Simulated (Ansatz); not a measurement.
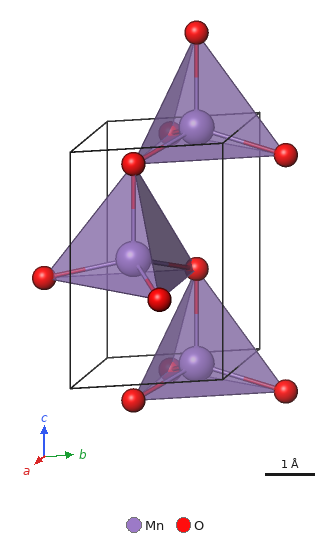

The input geometry (polyhedral view of the cell of the calculation, seen slightly off an axis; polyhedra are completed across the faces of the cell). An atom can appear more than once, as a periodic image.

# MnO: geometry relaxation (part 1 of 2)

MnO (P6₃mc, 4 atoms in the cell), computed with DFT PBEsol, scalar-relativistic, plane waves, PAW (Ansatz 0.2.0).

The structure derives from an entry of the Crystallography Open Database. The run did not end well. It belongs to a series of runs on one base structure; here: volume × 0.88, shape and atoms relaxed.

The program's output:
```
Engine: ansatz 0.2.0, aarch64-unknown-linux-gnu
Pseudopotentials: kind: paw
Pseudopotential: Mn, paw, valence charge 15, recommended cutoff 420 eV (normal), Mn.paw.azcp
Pseudopotential: O, paw, valence charge 6, recommended cutoff 420 eV (normal), O.paw.azcp
Functional definition: PBEsol
  exchange = pbesol_x
  correlation = pbesol_c
Crystal: 4 atoms, lattice volume = 46.640 Å³
Basis set: ecut = 420 eV, 929 PW (Γ), exchange–correlation on 48×48×72 points (8 copies of the dense FFT grid, shifted against one another)
Bands: 31, of which v1, the nominal top of the filled ones, is band 21 counted from 1 (20 counted from 0)
Symmetry: 12 space group operations
Space group: P63mc (ITA 186), of the structure as read, at distance tolerance 3.6e-5 Å
Magnetic group: BNS 186.203 (UNI 1433), of the structure as read, at distance tolerance 3.6e-5 Å
k-points: 95 of 1152 (time reversal used)
Non-local potential: Mn, projectors of the file, l = 0: 3, l = 1: 2, l = 2: 3, l = 3: 1
Non-local potential: O, projectors of the file, l = 0: 2, l = 1: 2, l = 2: 1
PAW form: soft (Blöchl's): semilocal exchange-correlation on the pseudo side does not see the compensation charge
PAW frozen core: Mn, regenerated for the run's functional, and the local potential with it (the file was generated under x = pbe(κ = 0.804, μ = 0.2195149727645171), c = pbe(β = 0.06672455060314922))
PAW frozen core: O, regenerated for the run's functional, and the local potential with it (the file was generated under x = pbe(κ = 0.804, μ = 0.2195149727645171), c = pbe(β = 0.06672455060314922))
PAW one-centre angular grid: Mn, 590 points (default); XC on 64 Gauss nodes
PAW one-centre angular grid: O, 110 points (default); XC on 64 Gauss nodes
Initial density: superposition of atomic densities (chi_scale 0.1, normalization cell, long waves kept (reshape's long-wave potential 0.00 eV rms))
Starting moments: Σ|m| = 9.14 μB on 4 of 4 sites
Initial wavefunctions: pseudopotential atomic-orbital guess
Functional: x = pbesol(κ = 0.804, μ = 0.12345679012345678), c = pbesol(β = 0.046)
SCF iter   1: F=—  HF=-8856.234548 eV  |F-HF|=—  |Δ(HF+E_count)|=         —  Δρ=1.10e-1 (↑1.10e-1 ↓7.21e-2)  dr2=1.25e1  dr2_m=3.51e-1  M=9.049 μB ∫|m|=9.049 μB  β_m=0.30  ethr=3.10e-3  ⟨swp⟩=4.5  Hψ=19808  notcnv=0
Mixer restart at iter 1: flushing history
preconditioner: auto → Kerker (q_TF=auto, 2.681 Å⁻¹)  [metal: Δε(μ)=0.006 eV  Ē_g=10.956 eV  σ=0.100 eV  W_gap=0.04  n_scr=22 (ndim 8)  ℏωp=27.7 eV  f_vac=0.000  D(μ)=2.78/eV (n_scr^D=22)]
spin=Collinear: Kerker preconditioning applied to the charge; magnetization (m = ρ↑ − ρ↓) channel mixes plain (no charge-response kernel on spin).
SCF iter   2: F=—  HF=-8855.548047 eV  |F-HF|=—  |Δ(HF+E_count)|=   6.87e-1  Δρ=4.80e-2 (↑4.80e-2 ↓3.59e-2)  dr2=3.15e0  dr2_m=6.92e-2  M=9.049 μB ∫|m|=9.049 μB  β_m=0.41  ethr=3.10e-3  ⟨swp⟩=2.8  Hψ=13415  notcnv=0  defer=498
SCF iter   3: F=—  HF=-8856.984176 eV  |F-HF|=—  |Δ(HF+E_count)|=    1.44e0  Δρ=1.52e-2 (↑1.52e-2 ↓1.34e-2)  dr2=3.68e-1  dr2_m=7.73e-3  M=9.133 μB ∫|m|=9.133 μB  β_m=0.71  ethr=3.10e-3  ⟨swp⟩=3.2  Hψ=11849  notcnv=0  defer=495
SCF iter   4: F=—  HF=-8858.164713 eV  |F-HF|=—  |Δ(HF+E_count)|=    1.18e0  Δρ=1.01e-2 (↑7.50e-3 ↓1.01e-2)  dr2=1.36e-1  dr2_m=3.91e-3  M=9.312 μB ∫|m|=9.312 μB  β_m=0.85  ethr=8.77e-4  ⟨swp⟩=2.2  Hψ=10786  notcnv=0  defer=494
SCF iter   5: F=—  HF=-8858.228096 eV  |F-HF|=—  |Δ(HF+E_count)|=         —  Δρ=8.90e-3 (↑8.90e-3 ↓6.35e-3)  dr2=3.83e-2  dr2_m=1.96e-2  M=9.529 μB ∫|m|=9.529 μB  β_m=0.85  ethr=3.25e-4  ⟨swp⟩=2.1  Hψ=9344  notcnv=0  defer=494
Mixer restart at iter 5: flushing history
SCF iter   6: F=—  HF=-8858.222976 eV  |F-HF|=—  |Δ(HF+E_count)|=   5.12e-3  Δρ=2.86e-3 (↑2.86e-3 ↓2.36e-3)  dr2=9.50e-3  dr2_m=2.18e-4  M=9.515 μB ∫|m|=9.515 μB  β_m=0.85  ethr=9.12e-5  ⟨swp⟩=2.5  Hψ=10885  notcnv=0  defer=480
SCF iter   7: F=—  HF=-8858.223155 eV  |F-HF|=—  |Δ(HF+E_count)|=   1.79e-4  Δρ=2.60e-3 (↑2.60e-3 ↓1.15e-3)  dr2=4.10e-3  dr2_m=8.06e-4  M=9.542 μB ∫|m|=9.542 μB  β_m=0.84  ethr=2.26e-5  ⟨swp⟩=2.0  Hψ=10900  notcnv=0  defer=474
SCF iter   8: F=—  HF=-8858.222990 eV  |F-HF|=—  |Δ(HF+E_count)|=   1.65e-4  Δρ=8.13e-4 (↑8.13e-4 ↓4.83e-4)  dr2=3.36e-4  dr2_m=1.09e-4  M=9.534 μB ∫|m|=9.534 μB  β_m=0.89  ethr=9.76e-6  ⟨swp⟩=2.6  Hψ=10140  notcnv=0  defer=470
SCF iter   9: F=—  HF=-8858.223099 eV  |F-HF|=—  |Δ(HF+E_count)|=   1.09e-4  Δρ=3.00e-4 (↑3.00e-4 ↓2.06e-4)  dr2=6.04e-5  dr2_m=1.35e-5  M=9.535 μB ∫|m|=9.535 μB  β_m=0.95  ethr=8.00e-7  ⟨swp⟩=2.0  Hψ=7767  notcnv=0  defer=470
SCF iter  10: F=—  HF=-8858.223148 eV  |F-HF|=—  |Δ(HF+E_count)|=   4.92e-5  Δρ=7.53e-5 (↑6.11e-5 ↓7.53e-5)  dr2=5.35e-6  dr2_m=4.57e-7  M=9.536 μB ∫|m|=9.536 μB  β_m=0.97  ethr=1.44e-7  ⟨swp⟩=2.1  Hψ=8205  notcnv=0  defer=470
SCF iter  11: F=—  HF=-8858.223153 eV  |F-HF|=—  |Δ(HF+E_count)|=   4.80e-6  Δρ=1.94e-5 (↑1.31e-5 ↓1.94e-5)  dr2=5.15e-7  dr2_m=8.72e-9  M=9.537 μB ∫|m|=9.537 μB  β_m=0.99  ethr=1.27e-8  ⟨swp⟩=2.0  Hψ=8360  notcnv=0  defer=470
SCF iter  12: F=—  HF=-8858.223153 eV  |F-HF|=—  |Δ(HF+E_count)|=   2.56e-8  Δρ=1.06e-5 (↑1.06e-5 ↓8.66e-6)  dr2=1.22e-7  dr2_m=2.71e-9  M=9.537 μB ∫|m|=9.537 μB  β_m=0.99  ethr=1.23e-9  ⟨swp⟩=2.6  Hψ=9483  notcnv=0  defer=470
SCF iter  13: F=—  HF=-8858.223153 eV  |F-HF|=—  |Δ(HF+E_count)|=   1.71e-8  Δρ=1.51e-6 (↑1.51e-6 ↓1.50e-6)  dr2=3.75e-9  dr2_m=8.64e-11  M=9.537 μB ∫|m|=9.537 μB  β_m=1.00  ethr=2.91e-10  ⟨swp⟩=2.3  Hψ=8012  notcnv=0  defer=470
SCF iter  14: F=-8858.223153 eV  HF=-8858.223153 eV  |F-HF|=1.27e-10  |Δ(HF+E_count)|=   2.09e-9  Δρ=6.60e-7 (↑6.60e-7 ↓6.40e-7)  dr2=4.91e-10  dr2_m=8.00e-11  M=9.537 μB ∫|m|=9.537 μB  ethr=8.93e-12  ⟨swp⟩=7.3  Hψ=21902  notcnv=0
SCF 1 converged in 14 iterations: F = -8858.223153 eV  dr2 = 4.91e-10
  greatest PAW one-centre occupation: 1.004 electrons in one spin orbital (limit 2), on the Mn atom at site 0 (counted from 0), in its partial waves of l = 1
relax step   1: F+E_penalty+E_count = -8858.22315283 eV  Δ(F+E_penalty+E_count) = +0.000e0 eV  max|allowed force component| = 8.040e-2 eV/Å  Δτ_max = 0.0000 Å  P = +16.585 GPa  Ω = 46.640 Å³  fix = [volume]  reactions: volume +16.585 GPa  (14 SCF iters, dr2 threshold 1.00e-7 eV, accepted)
Initial density: handed on by an earlier stage of this run
Starting moments: Σ|m| = 9.14 μB on 4 of 4 sites; this step starts from the density that it was given
Initial wavefunctions: those handed on with the density
iter 1 solved again at ethr=2.16e-7 eV; its pass at ethr=3.10e-3 eV (dr2=9.06e-5 eV) is discarded
SCF iter   1: F=—  HF=-8858.223912 eV  |F-HF|=—  |Δ(HF+E_count)|=         —  Δρ=3.93e-4 (↑3.57e-4 ↓3.93e-4)  dr2=8.54e-5  dr2_m=3.01e-5  M=9.541 μB ∫|m|=9.541 μB  β_m=0.65  ethr=2.16e-7  ⟨swp⟩=2.0  Hψ=25959  notcnv=0
preconditioner: auto → none  [metal: Δε(μ)=0.009 eV  Ē_g=11.515 eV  σ=0.100 eV  W_gap=0.05  n_scr=2 (ndim 8)  ℏωp=27.7 eV  f_vac=0.013  D(μ)=1.86/eV (n_scr^D=22)]
SCF iter   2: F=—  HF=-8858.223900 eV  |F-HF|=—  |Δ(HF+E_count)|=   1.22e-5  Δρ=1.40e-4 (↑9.54e-5 ↓1.40e-4)  dr2=4.48e-6  dr2_m=2.87e-6  M=9.541 μB ∫|m|=9.541 μB  β_m=0.49  ethr=2.03e-7  ⟨swp⟩=2.6  Hψ=9148  notcnv=0
SCF iter   3: F=—  HF=-8858.223904 eV  |F-HF|=—  |Δ(HF+E_count)|=   4.18e-6  Δρ=7.62e-5 (↑7.62e-5 ↓7.31e-5)  dr2=8.11e-7  dr2_m=1.69e-6  M=9.541 μB ∫|m|=9.541 μB  β_m=0.57  ethr=1.07e-8  ⟨swp⟩=2.0  Hψ=9542  notcnv=0
SCF iter   4: F=—  HF=-8858.223906 eV  |F-HF|=—  |Δ(HF+E_count)|=   1.68e-6  Δρ=2.32e-5 (↑1.97e-5 ↓2.32e-5)  dr2=2.88e-7  dr2_m=8.71e-8  M=9.541 μB ∫|m|=9.541 μB  β_m=0.57  ethr=1.93e-9  ⟨swp⟩=2.0  Hψ=9719  notcnv=0
SCF iter   5: F=-8858.223906 eV  HF=-8858.223906 eV  |F-HF|=3.83e-8  |Δ(HF+E_count)|=   3.96e-7  Δρ=1.10e-5 (↑4.43e-6 ↓1.10e-5)  dr2=6.18e-8  dr2_m=1.61e-8  M=9.541 μB ∫|m|=9.541 μB  ethr=6.87e-10  ⟨swp⟩=2.7  Hψ=19843  notcnv=0
SCF 2 converged in 5 iterations: F = -8858.223906 eV  dr2 = 6.18e-8
  greatest PAW one-centre occupation: 1.004 electrons in one spin orbital (limit 2), on the Mn atom at site 1 (counted from 0), in its partial waves of l = 1
relax step   2: F+E_penalty+E_count = -8858.22390638 eV  Δ(F+E_penalty+E_count) = -7.536e-4 eV  max|allowed force component| = 7.505e-2 eV/Å  Δτ_max = 0.0027 Å  P = +16.556 GPa  Ω = 46.640 Å³  energy of the carried Pulay correction = -2.860e-17 eV  fix = [volume]  reactions: volume +16.556 GPa  (5 SCF iters, dr2 threshold 4.00e-7 eV, accepted)
Basis set: ecut = 420 eV, 915 PW (Γ), exchange–correlation on 48×48×72 points (8 copies of the dense FFT grid, shifted against one another)
iter 1 solved again at ethr=1.02e-4 eV; its pass at ethr=3.10e-3 eV (dr2=4.27e-2 eV) is discarded
SCF iter   1: F=—  HF=-8858.238922 eV  |F-HF|=—  |Δ(HF+E_count)|=         —  Δρ=9.59e-3 (↑9.59e-3 ↓9.50e-3)  dr2=4.25e-2  dr2_m=2.29e-2  M=9.694 μB ∫|m|=9.694 μB  β_m=0.30  ethr=1.02e-4  ⟨swp⟩=1.3  Hψ=33989  notcnv=0
preconditioner: auto → Kerker (q_TF=auto, 2.681 Å⁻¹)  [metal: Δε(μ)=0.020 eV  Ē_g=11.464 eV  σ=0.100 eV  W_gap=0.11  n_scr=22 (ndim 8)  ℏωp=27.7 eV  f_vac=0.023  D(μ)=1.78/eV (n_scr^D=20)]
spin=Collinear: Kerker preconditioning applied to the charge; magnetization (m = ρ↑ − ρ↓) channel mixes plain (no charge-response kernel on spin).
SCF iter   2: F=—  HF=-8858.235484 eV  |F-HF|=—  |Δ(HF+E_count)|=   3.44e-3  Δρ=6.67e-3 (↑6.24e-3 ↓6.67e-3)  dr2=2.15e-2  dr2_m=1.01e-2  M=9.689 μB ∫|m|=9.689 μB  β_m=0.60  ethr=1.01e-4  ⟨swp⟩=1.5  Hψ=7159  notcnv=0
SCF iter   3: F=—  HF=-8858.234337 eV  |F-HF|=—  |Δ(HF+E_count)|=   1.15e-3  Δρ=1.12e-3 (↑1.09e-3 ↓1.12e-3)  dr2=9.39e-4  dr2_m=1.77e-4  M=9.692 μB ∫|m|=9.692 μB  β_m=0.68  ethr=5.13e-5  ⟨swp⟩=2.5  Hψ=10801  notcnv=0
SCF iter   4: F=—  HF=-8858.234801 eV  |F-HF|=—  |Δ(HF+E_count)|=   4.64e-4  Δρ=5.00e-4 (↑3.82e-4 ↓5.00e-4)  dr2=2.39e-4  dr2_m=6.20e-6  M=9.695 μB ∫|m|=9.695 μB  β_m=0.84  ethr=2.24e-6  ⟨swp⟩=2.3  Hψ=9569  notcnv=0
SCF iter   5: F=—  HF=-8858.234944 eV  |F-HF|=—  |Δ(HF+E_count)|=   1.44e-4  Δρ=2.50e-4 (↑2.50e-4 ↓2.09e-4)  dr2=1.68e-5  dr2_m=1.73e-5  M=9.701 μB ∫|m|=9.701 μB  β_m=0.92  ethr=5.69e-7  ⟨swp⟩=2.5  Hψ=9886  notcnv=0
SCF iter   6: F=—  HF=-8858.234944 eV  |F-HF|=—  |Δ(HF+E_count)|=   5.02e-7  Δρ=7.79e-5 (↑7.79e-5 ↓4.68e-5)  dr2=2.51e-6  dr2_m=3.54e-7  M=9.702 μB ∫|m|=9.702 μB  β_m=0.92  ethr=4.00e-8  ⟨swp⟩=2.2  Hψ=9204  notcnv=0
SCF iter   7: F=—  HF=-8858.234945 eV  |F-HF|=—  |Δ(HF+E_count)|=   1.61e-6  Δρ=1.67e-5 (↑9.25e-6 ↓1.67e-5)  dr2=1.22e-7  dr2_m=3.42e-8  M=9.702 μB ∫|m|=9.702 μB  β_m=0.96  ethr=5.97e-9  ⟨swp⟩=2.1  Hψ=8945  notcnv=0
SCF iter   8: F=-8858.234946 eV  HF=-8858.234946 eV  |F-HF|=1.33e-7  |Δ(HF+E_count)|=   3.71e-7  Δρ=1.46e-5 (↑5.84e-6 ↓1.46e-5)  dr2=1.78e-7  dr2_m=1.08e-8  M=9.701 μB ∫|m|=9.701 μB  ethr=2.92e-10  ⟨swp⟩=3.5  Hψ=25309  notcnv=0
SCF 3 converged in 8 iterations: F = -8858.234946 eV  dr2 = 1.78e-7
relax step   3: F+E_penalty+E_count = -8858.23494569 eV  Δ(F+E_penalty+E_count) = -1.104e-2 eV  max|allowed force component| = 2.398e-1 eV/Å  Δτ_max = 0.0576 Å  P = +15.591 GPa  Ω = 46.640 Å³  energy of the carried Pulay correction = +1.007e-14 eV  fix = [volume]  reactions: volume +15.591 GPa  (8 SCF iters, dr2 threshold 3.52e-7 eV, accepted)
Basis set: ecut = 420 eV, 933 PW (Γ), exchange–correlation on 48×48×72 points (8 copies of the dense FFT grid, shifted against one another)
iter 1 solved again at ethr=2.03e-4 eV; its pass at ethr=3.10e-3 eV (dr2=8.51e-2 eV) is discarded
SCF iter   1: F=—  HF=-8858.321965 eV  |F-HF|=—  |Δ(HF+E_count)|=         —  Δρ=1.11e-2 (↑9.39e-3 ↓1.11e-2)  dr2=8.42e-2  dr2_m=1.33e-2  M=9.639 μB ∫|m|=9.639 μB  β_m=0.30  ethr=2.03e-4  ⟨swp⟩=1.6  Hψ=35043  notcnv=0
preconditioner: auto → Kerker (q_TF=auto, 2.681 Å⁻¹)  [metal: Δε(μ)=0.001 eV  Ē_g=11.415 eV  σ=0.100 eV  W_gap=0.01  n_scr=20 (ndim 8)  ℏωp=27.7 eV  f_vac=0.038  D(μ)=2.33/eV (n_scr^D=22)]
spin=Collinear: Kerker preconditioning applied to the charge; magnetization (m = ρ↑ − ρ↓) channel mixes plain (no charge-response kernel on spin).
SCF iter   2: F=—  HF=-8858.316290 eV  |F-HF|=—  |Δ(HF+E_count)|=   5.68e-3  Δρ=7.86e-3 (↑6.29e-3 ↓7.86e-3)  dr2=4.29e-2  dr2_m=6.63e-3  M=9.623 μB ∫|m|=9.623 μB  β_m=0.62  ethr=2.01e-4  ⟨swp⟩=1.9  Hψ=8502  notcnv=0
SCF iter   3: F=—  HF=-8858.312648 eV  |F-HF|=—  |Δ(HF+E_count)|=   3.64e-3  Δρ=1.55e-3 (↑1.54e-3 ↓1.55e-3)  dr2=1.61e-3  dr2_m=2.98e-4  M=9.588 μB ∫|m|=9.588 μB  β_m=0.81  ethr=1.02e-4  ⟨swp⟩=2.6  Hψ=11678  notcnv=0
SCF iter   4: F=—  HF=-8858.313120 eV  |F-HF|=—  |Δ(HF+E_count)|=   4.72e-4  Δρ=8.67e-4 (↑8.67e-4 ↓3.86e-4)  dr2=1.66e-4  dr2_m=1.28e-4  M=9.596 μB ∫|m|=9.596 μB  β_m=0.80  ethr=3.82e-6  ⟨swp⟩=2.0  Hψ=10484  notcnv=0
SCF iter   5: F=—  HF=-8858.313031 eV  |F-HF|=—  |Δ(HF+E_count)|=   8.87e-5  Δρ=2.08e-4 (↑2.08e-4 ↓2.05e-4)  dr2=6.61e-5  dr2_m=2.29e-6  M=9.592 μB ∫|m|=9.592 μB  β_m=0.81  ethr=3.95e-7  ⟨swp⟩=2.0  Hψ=9837  notcnv=0
SCF iter   6: F=—  HF=-8858.313042 eV  |F-HF|=—  |Δ(HF+E_count)|=   1.13e-5  Δρ=1.44e-4 (↑1.44e-4 ↓1.23e-4)  dr2=7.06e-6  dr2_m=5.33e-6  M=9.595 μB ∫|m|=9.595 μB  β_m=0.91  ethr=1.57e-7  ⟨swp⟩=2.8  Hψ=11276  notcnv=0
SCF iter   7: F=—  HF=-8858.313043 eV  |F-HF|=—  |Δ(HF+E_count)|=   2.94e-7  Δρ=5.54e-5 (↑5.54e-5 ↓3.45e-5)  dr2=8.45e-7  dr2_m=5.30e-7  M=9.596 μB ∫|m|=9.596 μB  β_m=0.92  ethr=1.68e-8  ⟨swp⟩=2.2  Hψ=8819  notcnv=0
iter 8 did not close the SCF: its close was put off until two iterations running show no level that it waits for move by more than its bar (scf_convergence_deferred on its scf_iter line)
SCF iter   8: F=-8858.313043 eV  HF=-8858.313043 eV  |F-HF|=2.99e-8  |Δ(HF+E_count)|=   1.05e-7  Δρ=1.45e-5 (↑1.45e-5 ↓1.08e-5)  dr2=1.08e-7  dr2_m=2.29e-8  M=9.596 μB ∫|m|=9.596 μB  β_m=0.96  ethr=9.52e-10  ⟨swp⟩=4.3  Hψ=30153  notcnv=0
iter 9 did not close the SCF: its close was put off until two iterations running show no level that it waits for move by more than its bar (scf_convergence_deferred on its scf_iter line)
SCF iter   9: F=-8858.313043 eV  HF=-8858.313043 eV  |F-HF|=3.62e-8  |Δ(HF+E_count)|=   2.01e-8  Δρ=7.60e-6 (↑4.49e-6 ↓7.60e-6)  dr2=4.89e-8  dr2_m=4.25e-9  M=9.596 μB ∫|m|=9.596 μB  β_m=0.98  ethr=2.57e-10  ⟨swp⟩=3.0  Hψ=21402  notcnv=0
SCF iter  10: F=-8858.313043 eV  HF=-8858.313043 eV  |F-HF|=2.60e-10  |Δ(HF+E_count)|=   6.55e-9  Δρ=8.21e-7 (↑6.68e-7 ↓8.21e-7)  dr2=5.33e-10  dr2_m=8.40e-11  M=9.596 μB ∫|m|=9.596 μB  ethr=1.16e-10  ⟨swp⟩=2.2  Hψ=18334  notcnv=0
SCF 4 converged in 10 iterations: F = -8858.313043 eV  dr2 = 5.33e-10
relax step   4: F+E_penalty+E_count = -8858.31304263 eV  Δ(F+E_penalty+E_count) = -7.810e-2 eV  max|allowed force component| = 4.194e-1 eV/Å  Δτ_max = 0.0843 Å  P = +10.455 GPa  Ω = 46.640 Å³  fix = [volume]  reactions: volume +10.455 GPa  (10 SCF iters, dr2 threshold 4.00e-7 eV, accepted)
Basis set: ecut = 420 eV, 921 PW (Γ), exchange–correlation on 48×48×72 points (8 copies of the dense FFT grid, shifted against one another)
iter 1 solved again at ethr=2.40e-4 eV; its pass at ethr=3.10e-3 eV (dr2=1.01e-1 eV) is discarded
```
